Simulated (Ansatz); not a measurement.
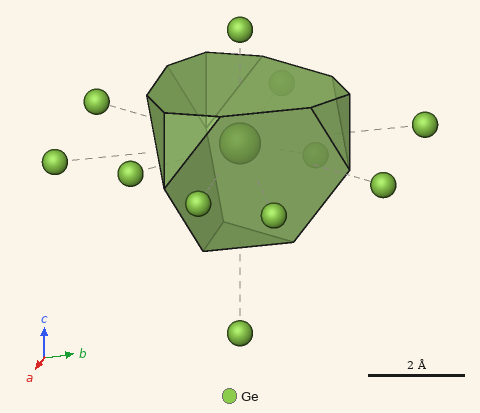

Voronoi–Dirichlet polyhedron, computed geometrically; every face belongs to one neighbour and no atomic radii are used. Central atom: Ge (4f) in Ge; faces take the colour of the neighbour behind them. Source: coordinates from a relaxation with DFT PBE, scalar-relativistic, plane waves, PAW in Ansatz 0.2.0.

Ge, space group P6_3/mmc (No. 194), a = 4.058 Å, b = 4.058 Å, c = 6.693 Å, α = 90.00°, β = 90.00°, γ = 120.00°

```json
{"site": "Ge", "Wyckoff": "4f", "x": "0.6667", "y": "0.3333", "z": "0.0628"}
```

What is the volume of this Voronoi cell?

Answer. 23.9 Å³, equal to the mean volume per atom.

How many faces does the cell have, and of which kinds?

Answer. 11 faces, index ⟨7,0,0,3,0,0,1⟩.
